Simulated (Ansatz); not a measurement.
Run report: Mo, single-point calculation

The run: single-point calculation of Mo (P6₃/mmc, 4 atoms in the cell). Method and program: DFT PBEsol, scalar-relativistic, plane waves, PAW, no spin polarisation (Ansatz 0.2.0).

The structure was built on a prototype by a generator; it need not be a known phase. It belongs to a series of runs on one base structure; here: graphite type (P6_3/mmc, No. 194). Figures and captions count atoms from 1; the log counts them from 0 in places.

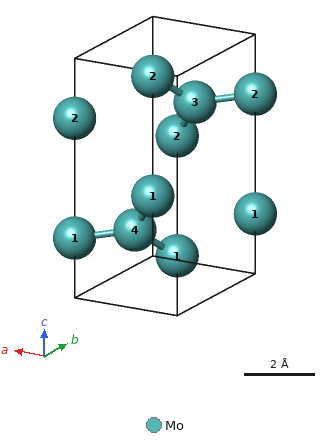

**Figure 1.** The structure as given in the input (ball-and-stick view of the cell of the calculation, seen at an oblique angle; atoms are numbered from 1 in the order of the input). Near neighbours in the crystal (not all of them lie inside the picture): Mo has 3 Mo at 1.77 Å.

Summary:

- outcome: converged
- space group (tolerance 0.01 Å): P6₃/mmc (194)
- electrons treated: 56
- free energy: −19545.7961 eV
- Fermi energy: 18.696 eV
- gap on the k-point mesh: none (metallic)
- pressure: 263.36 GPa
- largest force (length of the vector): under 0.001 eV/Å
- hardware: 1 thread of an x86-64 CPU, shared host
- wall time: 1.9 s
- peak memory: 0.46 GiB

Input:
```yaml
crystal:
  lattice:
    - [3.074130807, 0.0, 0.0]
    - [-1.5370654035, 2.6622753734, 0.0]
    - [0.0, 0.0, 8.3726326858]
  atoms:
    - { symbol: Mo, position: [0.0, 0.0, 0.25] }
    - { symbol: Mo, position: [0.0, 0.0, 0.75] }
    - { symbol: Mo, position: [0.3333333333, 0.6666666667, 0.75] }
    - { symbol: Mo, position: [0.6666666667, 0.3333333333, 0.25] }
basis:
  ecutwfc: 420
kpoints:
  mp_grid: { grid: [6, 6, 2] }
hamiltonian:
  xc: pbesol
scf:
  occupations: { method: gaussian, width: 0.1 }
  lower_state_search: "off"
output:
  forces: true
  stress: true
  eigenvalues: true
```

Output:
```
Engine: ansatz 0.2.0, x86_64-unknown-linux-gnu
Pseudopotentials: kind: paw
Pseudopotential: Mo, paw, valence charge 14, recommended cutoff 420 eV (normal), Mo.paw.azcp
Functional definition: PBEsol
  exchange = pbesol_x
  correlation = pbesol_c
Crystal: 4 atoms, lattice volume = 68.523 Å³
Basis set: ecut = 420 eV, 1335 PW (Γ), exchange–correlation on 48×48×120 points (8 copies of the dense FFT grid, shifted against one another)
Bands: 34, of which v1, the nominal top of the filled ones, is band 28 counted from 1 (27 counted from 0)
Symmetry: 24 space group operations
Space group: P63/mmc (ITA 194), of the structure as read, at distance tolerance 4.1e-5 Å
k-points: 14 of 72
Non-local potential: Mo, projectors of the file, l = 0: 3, l = 1: 2, l = 2: 2, l = 3: 1
PAW form: soft (Blöchl's): semilocal exchange-correlation on the pseudo side does not see the compensation charge
PAW frozen core: Mo, regenerated for the run's functional, and the local potential with it (the file was generated under x = pbe(κ = 0.804, μ = 0.2195149727645171), c = pbe(β = 0.06672455060314922))
PAW one-centre angular grid: Mo, 590 points (default); XC on 64 Gauss nodes
Initial density: superposition of atomic densities (neutral atoms: chi_scale 0, normalization atom), corrected by the library's trained network
Initial wavefunctions: pseudopotential atomic-orbital guess
Functional: x = pbesol(κ = 0.804, μ = 0.12345679012345678), c = pbesol(β = 0.046)
SCF iter   1: F=—  HF=-19546.050122 eV  |F-HF|=—  |Δ(HF+E_count)|=         —  Δρ=3.74e-2  dr2=1.71e0  ethr=1.77e-3  ⟨swp⟩=6.3  Hψ=2177  notcnv=0
preconditioner: auto → LDOS  [metal: Δε(μ)=0.078 eV  Ē_g=7.609 eV  σ=0.100 eV  W_gap=0.41  n_scr=24 (ndim 8)  ℏωp=22.0 eV  f_vac=0.145  D(μ)=2.90/eV (n_scr^D=24)  β→1.0]
SCF iter   2: F=—  HF=-19545.780208 eV  |F-HF|=—  |Δ(HF+E_count)|=   2.70e-1  Δρ=1.43e-2  dr2=8.60e-2  ethr=1.77e-3  ⟨swp⟩=3.8  Hψ=1066  notcnv=0  defer=22
SCF iter   3: F=—  HF=-19545.797687 eV  |F-HF|=—  |Δ(HF+E_count)|=   1.75e-2  Δρ=4.42e-3  dr2=1.93e-2  ethr=1.53e-4  ⟨swp⟩=3.0  Hψ=927  notcnv=0  defer=18
SCF iter   4: F=—  HF=-19545.796122 eV  |F-HF|=—  |Δ(HF+E_count)|=   1.56e-3  Δρ=1.36e-3  dr2=9.66e-4  ethr=3.45e-5  ⟨swp⟩=2.0  Hψ=621  notcnv=0  defer=18
SCF iter   5: F=—  HF=-19545.796101 eV  |F-HF|=—  |Δ(HF+E_count)|=   2.05e-5  Δρ=4.94e-4  dr2=1.33e-4  ethr=1.72e-6  ⟨swp⟩=2.3  Hψ=792  notcnv=0  defer=18
SCF iter   6: F=—  HF=-19545.796095 eV  |F-HF|=—  |Δ(HF+E_count)|=   6.72e-6  Δρ=1.07e-4  dr2=3.41e-6  ethr=2.37e-7  ⟨swp⟩=2.2  Hψ=685  notcnv=0  defer=18
SCF iter   7: F=—  HF=-19545.796086 eV  |F-HF|=—  |Δ(HF+E_count)|=   9.00e-6  Δρ=2.41e-5  dr2=2.14e-7  ethr=6.09e-9  ⟨swp⟩=2.2  Hψ=695  notcnv=0  defer=18
SCF iter   8: F=-19545.796086 eV  HF=-19545.796086 eV  |F-HF|=2.07e-9  |Δ(HF+E_count)|=   1.94e-7  Δρ=4.69e-6  dr2=1.55e-8  ethr=1.79e-10  ⟨swp⟩=9.1  Hψ=1909  notcnv=0
SCF 1 converged in 8 iterations: F = -19545.796086 eV  dr2 = 1.55e-8
  greatest PAW one-centre occupation: 1.023 electrons in one spin orbital (limit 2), on the Mo atom at site 3 (counted from 0), in its partial waves of l = 1
```

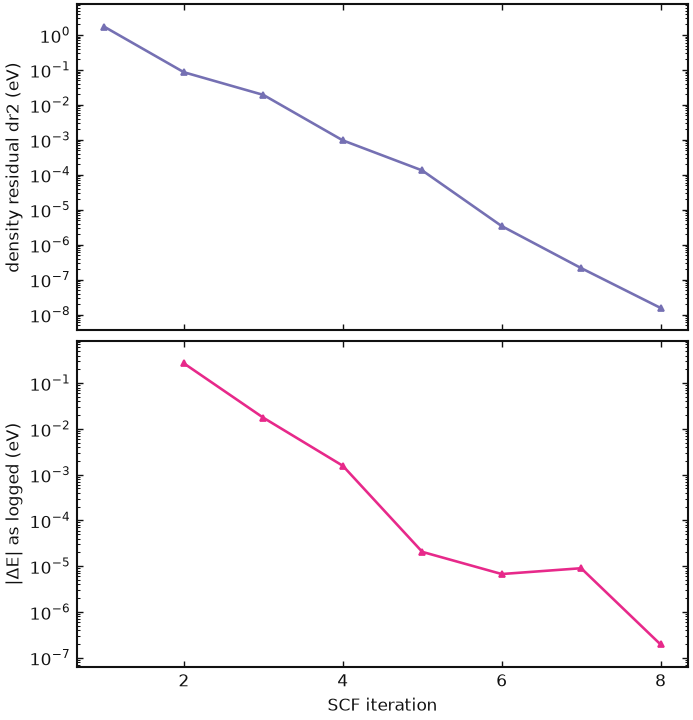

**Figure 2.** Convergence of the self-consistent field: density residual dr2 and size of the energy change against the SCF iteration. The residual falls at every step.

```
SCF converged after 8 iterations
Free energy (F): -19545.796086 eV
Harris-Foulkes:  -19545.796086 eV  (|F-HF|=2.07e-9)
Internal energy: -19545.775154 eV  (E = F + TS)
E sigma→0 (E₀):  -19545.785620 eV
Entropy (-TS):   -0.020932 eV (-5.233 meV/atom)
Fermi energy:    18.695737 eV
--- Per-component energies (eV) ---
  E_band       = -468.625405
  E_kinetic    = 1921.641371
  E_local      = -6996.695751  (includes V_loc(G=0)·N_el)
  E_nonlocal   = 654.914511
  E_hartree    = 2768.492575
  E_xc         = -755.530633
  E_vxc        = -948.518620  (∫ρ·V_xc dr)
  E_paw        = -12617.935939  (= ΣΔE_a)
  E_vpaw       = -636.943507  (= ΣTr[D̂ρ^β])
  E_aug_tail   = 0.000182  (compensation charges beyond the density's cutoff)
  E_ewald      = -4521.498666
  E_core_change = 0.837197  (= ΣΔE_core)
  E_smearing   = -0.020932  (= −TS)
  E_closure    = 0.000000  (closes the sum)
  Σ components = -19545.796086   (vs F -19545.796086, Δ=0.00e0)
--- Forces (eV/Å), atoms counted from 1 ---
  atom   1  Mo     0.00000000    -0.00000000     0.00000000
  atom   2  Mo     0.00000000     0.00000000     0.00000000
  atom   3  Mo    -0.00000000    -0.00000000     0.00000000
  atom   4  Mo    -0.00000000     0.00000000     0.00000000
  max |Σ_I F_I| component: 1.48e-16 eV/Å
--- Stress (GPa, compression-positive) ---
      399.329915       0.000000       0.000000
        0.000000     399.329915       0.000000
        0.000000       0.000000      -8.579192
  P = ⅓ Tr σ = 263.3602 GPa (2633.602 kbar)
--- Band table (eV; the first three rows and the last of 14) ---
  k-point 0: bands = ["-47.6994", "-47.6992", "-39.6370", "-39.6369", "-24.4510", "-24.4510", "-24.4509", "-24.4509", "-19.6277", "-19.6163", "-14.5753", "-14.5736", "-14.2777", "-14.2777", "-14.2775", "-14.2775", "11.4027", "12.6011", "12.7100", "12.7100", "12.7424", "12.7424", "13.2942", "14.4230", "16.2431", "19.2015", "19.2015", "19.2140", "19.2140", "21.3274", "21.3274", "21.4047", "21.4047", "21.8476"]
  k-point 1: bands = ["-47.6993", "-47.6993", "-39.6369", "-39.6369", "-24.4509", "-24.4509", "-24.4509", "-24.4509", "-19.6220", "-19.6220", "-14.5745", "-14.5745", "-14.2776", "-14.2776", "-14.2776", "-14.2776", "12.0129", "12.0129", "12.7262", "12.7262", "12.7262", "12.7262", "13.4614", "13.4614", "19.0297", "19.0297", "19.2078", "19.2078", "19.2078", "19.2078", "21.3647", "21.3647", "21.3647", "21.3647"]
  k-point 2: bands = ["-47.3768", "-47.3765", "-40.4337", "-40.4336", "-24.7002", "-24.7000", "-23.5717", "-23.5715", "-19.3800", "-19.3693", "-14.9478", "-14.9458", "-14.3884", "-14.3883", "-13.6221", "-13.6219", "11.6451", "12.2372", "12.3003", "12.8861", "12.9545", "12.9718", "14.3067", "14.3946", "15.4558", "16.0449", "16.0496", "16.4042", "16.4603", "19.6160", "21.7333", "22.4487", "22.5172", "22.9112"]
  k-point 13: bands = ["-44.5852", "-44.5852", "-44.5695", "-44.5695", "-25.9224", "-25.9224", "-17.8303", "-17.8303", "-17.8153", "-17.8153", "-17.3717", "-17.3717", "-17.3616", "-17.3616", "-10.3365", "-10.3365", "6.0432", "6.0432", "9.6839", "9.6839", "14.7780", "14.7780", "14.7937", "14.7937", "16.9997", "16.9997", "17.0153", "17.0153", "18.9180", "18.9180", "18.9413", "18.9413", "22.6815", "22.6815"]
```

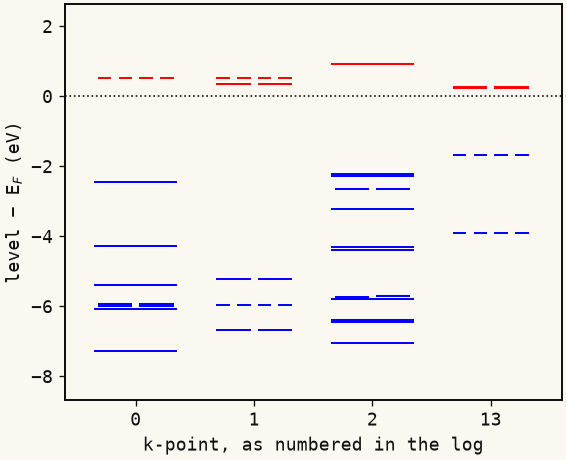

**Figure 3.** Kohn–Sham levels near the Fermi level (dotted) at the few k-points that the log prints; levels within 0.02 eV of each other stand side by side. The system is metallic on the full mesh.
